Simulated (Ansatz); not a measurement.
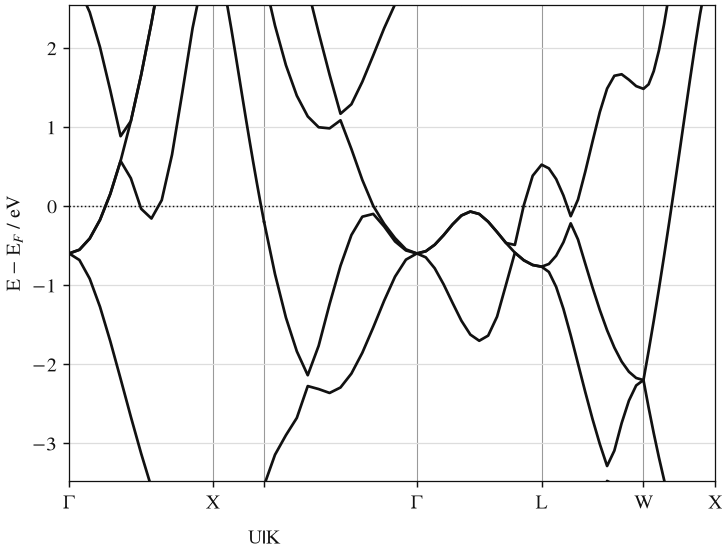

Band structure. Energies are counted from the Fermi level.

**Which system does the plot belong to?**
A. Ti, space group Im-3m, 1 atom in the cell; PBEsol
B. TiO₂, space group I4_1/amd (No. 141), 6 atoms in the cell; PBE+U
C. W, space group Fm-3m, 1 atom in the cell; r2SCAN

C. A metal: 2 bands cross the Fermi level along this path. At L the nearest levels lie 0.77 eV below and 0.52 eV above the Fermi level. A face-centred cubic lattice: the path Γ–X–U|K–Γ–L–W–X runs through the special points of its Brillouin zone. A face-centred cubic lattice: the path Γ–X–U|K–Γ–L–W–X runs through the special points of its Brillouin zone.

Computed with Ansatz 0.2.0: DFT r2SCAN, scalar-relativistic, plane waves, PAW, no spin polarisation, 18×18×18 k mesh, 500 eV cutoff.

Spin-orbit coupling is left out, which matters for W.
